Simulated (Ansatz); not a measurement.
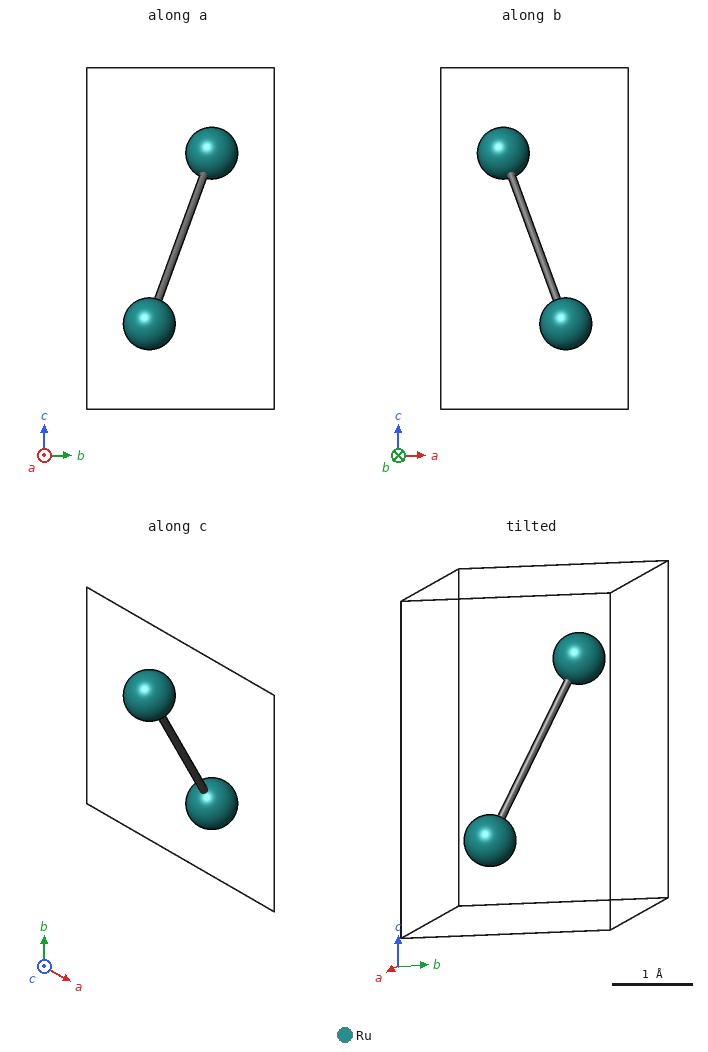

Ball-and-stick representation of a periodic structure, projected along the a axis, along the b axis, along the c axis and slightly off an axis. Thin lines show the conventional unit cell, with boundary atoms drawn in all their periodic places.

Lattice parameters: a = 2.722 Å, b = 2.722 Å, c = 4.292 Å, α = 90.00°, β = 90.00°, γ = 120.00°.

Q: Express the structure as a table of Wyckoff sites.

A: Space group P6_3/mmc (No. 194).
```json
{"atom": "Ru", "site": "2d", "x": "0.6667", "y": "0.3333", "z": "0.2500"}
```

It goes back to a structure type filled with this element by a generator (whether the element takes this form wasn't checked). The picture shows the end point of a geometry optimisation with DFT PBE, scalar-relativistic, plane waves, PAW in Ansatz 0.2.0.
